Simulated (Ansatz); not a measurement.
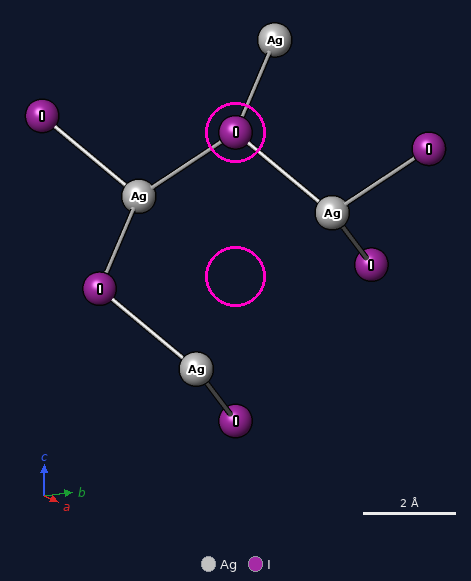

Perfect AgI. The picture is a ball-and-stick view of the atoms within 5.4 Å of one point, in a slice 5.0 Å thick across the line of sight, seen slightly off an axis.

Level of theory: DFT, PBEsol, PAW, plane waves (Ansatz 0.2.0). (plane-wave cutoff 420 eV; k-point mesh 1 × 1 × 1; mesh shifted by (0.25, 0.25, 0.25); collinear spin) Fermi-Dirac smearing of 0.01 eV. The axes drawn are those of the host's conventional cell.

An iodine atom is replaced by silver and an extra iodine atom is put between the host's atoms (an interstitial), the two sites 3.2 Å apart at the ringed places, in charge state 0. The supercell has 64 sites, and the atoms are relaxed at the host's cell.

> Predict the relaxed surroundings of the defect.

In the host the I atom has 4 Ag at 2.79 Å; the Ag atom ends with 6 Ag at 2.96 to 2.98 Å, 4 I at 3.10 to 3.12 Å. The I atom starts with 4 Ag at 2.79 to 2.80 Å, 6 I at 3.22 to 3.23 Å around its place and ends with 5 Ag at 2.80 to 3.10 Å. Of the host's atoms, a silver atom moves furthest from its site, by 0.39 Å. The Ag atom itself moves 2.78 Å from where it was put. The I atom itself moves 3.07 Å from where it was put. The cell's net moment is 0.99 μB.

The relaxed defect, seen from the same direction:

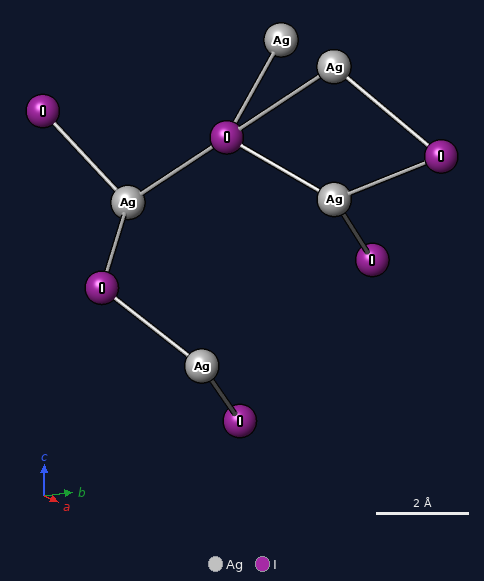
